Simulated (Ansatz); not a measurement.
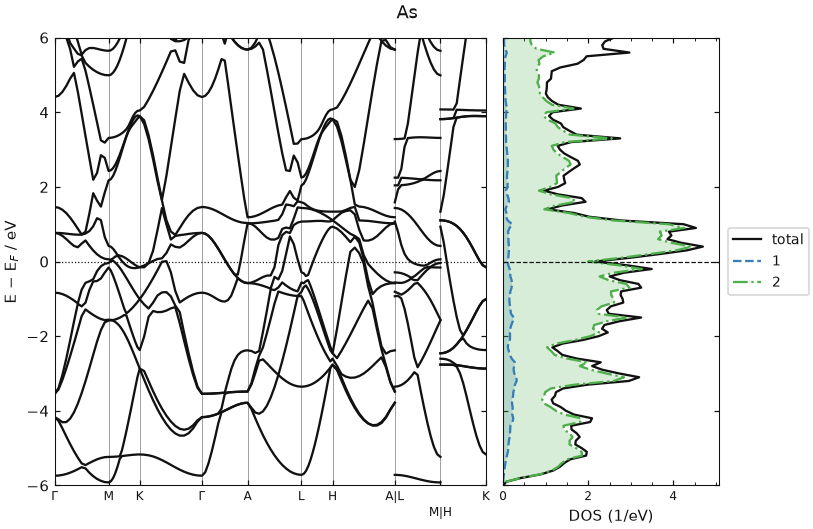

Band structure and density of states. Energies are counted from the Fermi level. The partial curves are projected on Löwdin-orthogonalised atomic shells.

System: As, space group P6/mmm, 4 atoms in the cell.

Level of theory: DFT PBE, scalar-relativistic, plane waves, PAW, no spin polarisation, 12×12×10 k mesh, Gaussian smearing of 0.1 eV; code Ansatz 0.2.0.

Question: Assign each number in the legend. The candidates: As 4p, As 4s.

Answer: 1 is As 4s; 2 is As 4p.

Question: Does this material conduct, going by its bands?

Answer: A metal: 4 bands cross the Fermi level along this path.

The structure is an invented one, so it need not be a known or stable phase.
